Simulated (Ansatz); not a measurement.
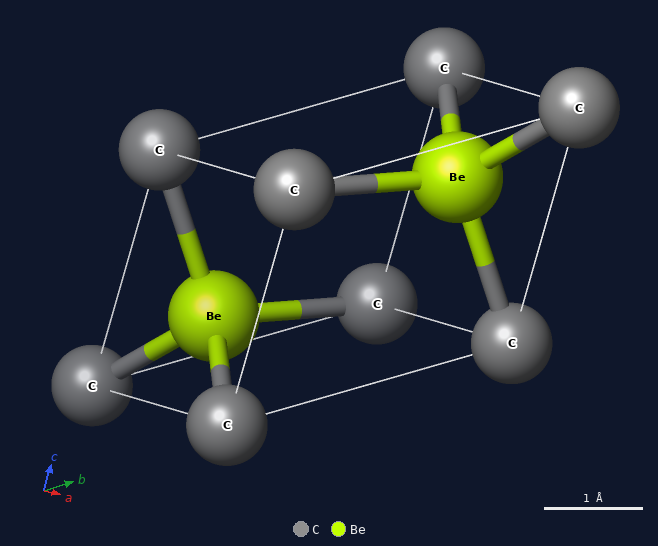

An orthographic ball-and-stick view of the structure, slightly off an axis. One simulation cell is outlined, and atoms on its boundary appear in each equivalent place.

The run was set up as follows:
```yaml
crystal:
  lattice:
    - [0.0, 2.1604856287, 2.1604856287]
    - [2.1604856287, 0.0, 2.1604856287]
    - [2.1604856287, 2.1604856287, 0.0]
  atoms:
    - { symbol: C, position: [0.0, 0.0, 0.0] }
    - { symbol: Be, position: [0.25, 0.25, 0.25] }
    - { symbol: Be, position: [0.75, 0.75, 0.75] }
kpoints:
  mp_grid: { grid: [10, 10, 10] }
  band_path:
    path:
      - [0.0, 0.0, 0.0]
      - [0.5, 0.0, 0.5]
      - [0.625, 0.25, 0.625]
      - [0.375, 0.375, 0.75]
      - [0.5, 0.5, 0.5]
      - [0.5, 0.25, 0.75]
    npoints: 1
hamiltonian:
  xc: r2scan
scf:
  occupations: { method: fixed }
  n_extra_bands: 4
output:
  forces: true
  stress: true
  eigenvalues: true
```

Theory: DFT, r2SCAN, plane waves, PAW in Ansatz. Numerical settings: plane waves up to 500 eV, Brillouin-zone sampling on a 10×10×10 mesh, no spin polarisation.

Question: How large a gap does the method give, if there is one?

Answer: A semiconductor at this level, with a gap of 1.53 eV, indirect; the smallest direct gap is 4.65 eV.

Question: Give the pressure and its sign.

Answer: The computed pressure is 0.0 GPa, close to zero.

The cell started as a structure type filled with these elements by a generator (whether the compound takes this form wasn't checked). Earlier steps of the study may have refined or changed the cell and positions. It went into a calculation with Ansatz.
